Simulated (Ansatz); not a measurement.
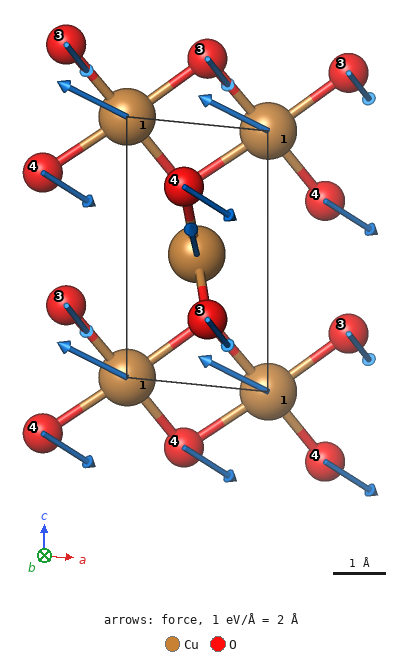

Starting geometry of solid CuO (set up in Cc) with the computed forces as blue arrows. The picture is a ball-and-stick view of the cell of the calculation, seen along the b axis.

The run lets cell and atoms move.

All numbers below come from Kohn-Sham DFT of a periodic cell, PBE, DFT+U, Ansatz PAW in Ansatz 0.2.0.

Input
```yaml
crystal:
  lattice:
    - [2.34464976, -1.71339982, 0.0]
    - [2.34464976, 1.71339982, 0.0]
    - [-0.86054991, 0.0, 5.05943948]
  atoms:
    - { symbol: Cu, position: [0.0032, 0.4968, 0.0] }
    - { symbol: Cu, position: [0.4968, 0.0032, 0.5] }
    - { symbol: O, position: [0.5714, 0.4056, 0.2537] }
    - { symbol: O, position: [0.4056, 0.5714, 0.7537] }
hamiltonian:
  xc: pbe
  pseudopotentials: { kind: paw }
  hubbard: { sites: [{ species: Cu, l: d, u_eff: 5.3 }] }
kpoints:
  mp_grid: { grid: [10, 10, 5] }
scf:
  occupations: { method: fermi_dirac, width: 0.05 }
output:
  forces: true
  stress: true
  eigenvalues: true
relax:
  f_tol: 0.01
  max_steps: 40
  cell: { stress_tol: 0.05 }
```

Command:
```bash
ansatz run input.yaml --threads 2 --pin off --max-ram 5632MiB --backend cpu --events-out ev --progress --plain --runs-dir out
```

**What follows when this structure is relaxed?**

It isn't relaxed: the largest force vector, on Cu atoms, is 0.84 eV/Å. The final displacements have little in common with the starting forces (cosine between the two patterns 0.27). After 15 accepted moves (20 points after the start) the energy has fallen by 54.8 meV per atom. The largest force component goes from 0.69 to under 0.0001 eV/Å. The pressure goes from 8.31 to 0.00 GPa. At 5 points the geometry stayed and the basis and grid were re-selected for the new cell (energy shift of 9.8 meV per atom at most each time). The largest moves relative to the cell, 0.35 Å, are those of O atoms. Largest moves by element: O 0.35 Å, Cu 0.03 Å. The drawn cell changes as follows: a = b 2.904 → 2.972 Å (+2.3 %), c 5.132 → 5.177 Å (+0.9 %), α 97.8° → 90.0°, β 97.8° → 90.0°, γ 72.3° → 89.5°; the volume changes by +12.5 %. Among the contacts that change: Cu–O 1.907 → 1.971 Å, Cu–O 2.019 → 1.971 Å, Cu–O 1.932 → 1.971 Å, Cu–O 1.977 → 1.971 Å. Bond angles that change, for instance: Cu–O–Cu 146.0° → 115.9°, Cu–O–Cu 101.7° → 115.2°, Cu–O–Cu 106.3° → 115.2°. The space group (tolerance 0.01 Å) goes from Cc (No. 9) to Cccm (No. 66). Cost: 3.9 min on 2 threads of Arm Neoverse V1 (shared host), peak memory 0.52 GiB.
